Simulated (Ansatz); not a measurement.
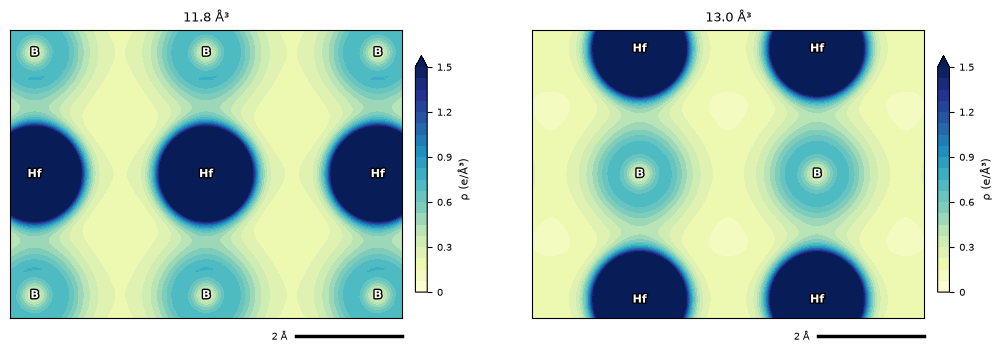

HfB. The valence pseudo-density of cells scaled evenly to different volumes (given per atom above each panel), on the (11̄0) plane of each (indices in the axes of the cell below), at one length scale and on one colour scale.

Theory: Ansatz 0.2.0, Kohn-Sham DFT of a periodic cell, LDA, Ansatz PAW.

The density is the valence pseudo-density of a PAW calculation; it isn't the true density close to the nuclei.

The largest cell:

```yaml
crystal:
  lattice:
    - [0.00000, 2.35375, 2.35375]
    - [2.35375, 0.00000, 2.35375]
    - [2.35375, 2.35375, 0.00000]
  atoms:
    - { symbol: Hf, position: [0.50000, 0.50000, 0.50000] }
    - { symbol: B, position: [0.00000, 0.00000, 0.00000] }
```

| volume (Å³/atom) | Hf–B contact in the plane (Å) | ρ at its midpoint (e/Å³) | pressure (GPa) | 
| --- | --- | --- | --- |
| 11.79 | 2.276 | 0.546 | 30.0 | 
| 12.74 | 2.336 | ? | ? | 
| 13.04 | 2.354 | 0.467 | 5.0 | 

What values belong in the row with question marks?

Answer. Over the known rows ln ρ falls by 2.00 per Å of Hf–B distance (the line through the two), which gives 0.484 e/Å³ at 2.336 Å; the calculation gives 0.484 e/Å³. For the pressure, a straight line in volume between the neighbouring rows gives 11.0 GPa; the calculation gives 10.0, lower because pressure rises ever faster on compression.
